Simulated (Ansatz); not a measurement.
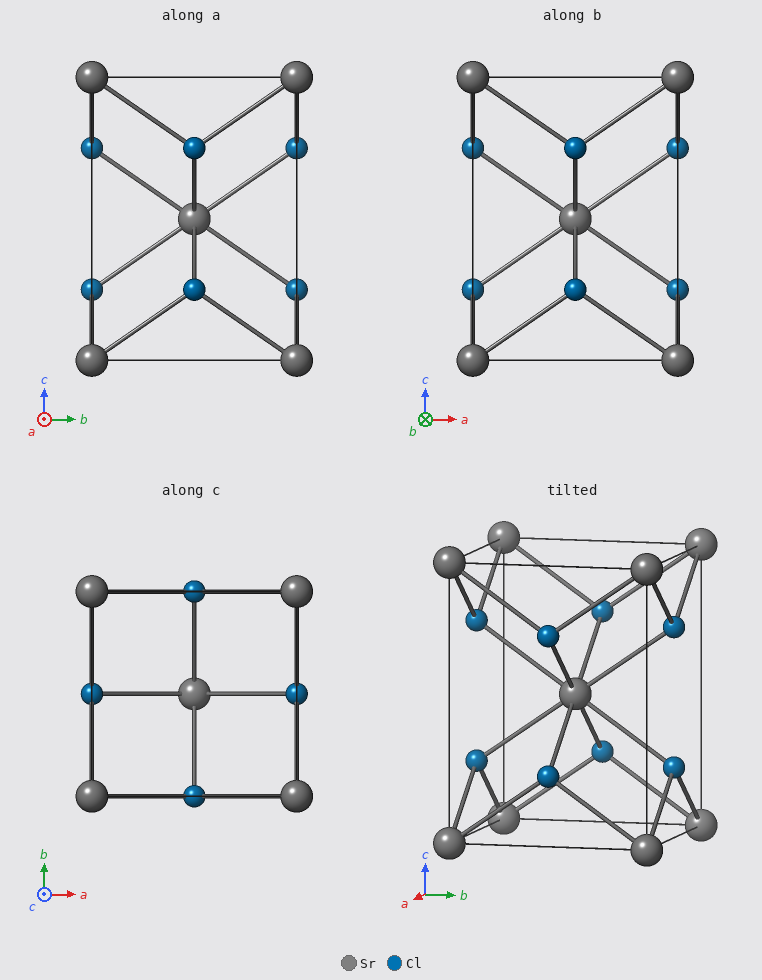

The crystal in a ball-and-stick representation, seen along the a axis, along the b axis, along the c axis and slightly off an axis. Atoms at the boundary of the conventional unit cell (the box) are drawn once for each face, edge or corner they touch.

Lattice parameters: a = 5.021 Å, b = 5.021 Å, c = 6.943 Å, α = 90.00°, β = 90.00°, γ = 90.00°.

Write down what is shown as a table of Wyckoff sites.

Space group I4/mmm (No. 139).
```tsv
atom	site	x	y	z
Sr	2a	0.0000	0.0000	0.0000
Cl	4d	0.5000	0.0000	0.7500
```

The model was built from a structure type filled with these elements by a generator (whether the compound takes this form wasn't checked). The cell was then strained or its atoms displaced on purpose. A calculation with Ansatz used it as input.
